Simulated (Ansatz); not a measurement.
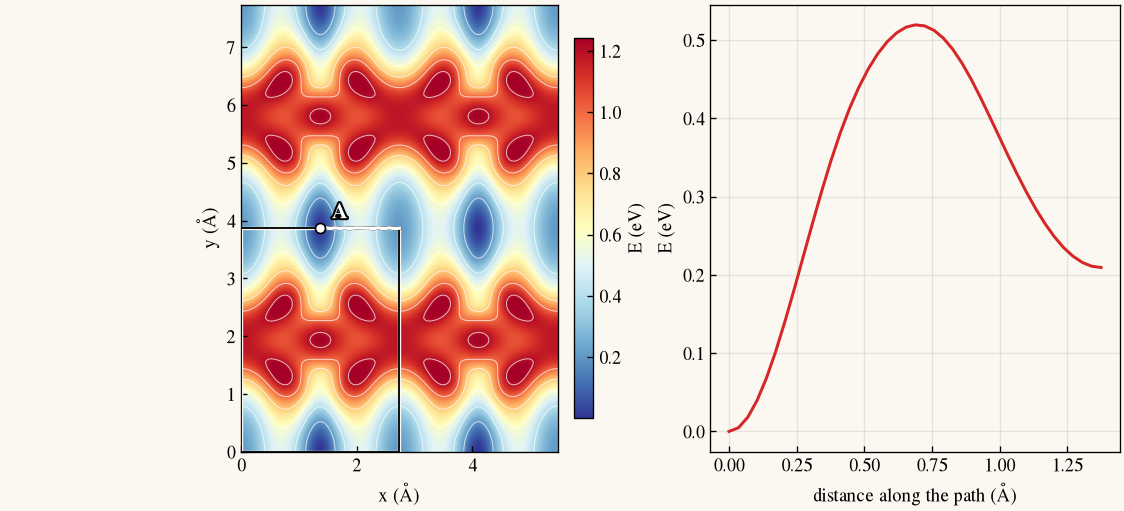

O on an Ir(110) slab cut from the Fm-3m phase, its upper half relaxed before the scan (4 atoms of substrate and one adsorbate in a 1 × 1 cell). 
- O is moved over the surface cell; relaxed at each place: the height of the adsorbate's atoms; substrate rigid; the origin of the map has the adsorbate above Ir4.
- Places are given modulo a cell vector. The map is drawn in real space over the plane of the surface.
- The grid has 6 × 8 points; 20 points were computed and 28 follow by symmetry.
- Energies are in eV, from the lowest grid point.
- With one adsorbate in each 1 × 1 cell, its nearest image is 2.7 Å away, so neighbouring adsorbates interact. The runs have no spin polarisation; a magnetic state may lie lower.
- Method: DFT PBE, scalar-relativistic, plane waves, PAW (Ansatz 0.2.0). Settings: cutoff 420 eV, k-mesh 10×7×1, gaussian smearing 0.1 eV, no spin polarisation.

Drawn: a smooth colour map with a few white contour lines, a line along the lowest path, the outline of one cell of the 2 × 2 shown, the energy along the path at the right, the start A. Between grid points the surface is interpolated.

### Describe the path and its barrier.

The easiest path leads from the well at a bridge site between two Ir atoms, (3/6, 0/8) of the cell vectors to the well at the top site over a surface Ir atom, (0/6, 0/8) of the cell vectors, about 0.21 eV higher. Its highest point lies about 0.52 eV above the bottom of the first well on the interpolated surface, at about (0.75, 0.00) of the cell vectors. Seen from the upper well the barrier is about 0.31 eV. This is the barrier on the constrained surface; relaxing the other coordinates would change it.

PAW datasets: the set soft_1.
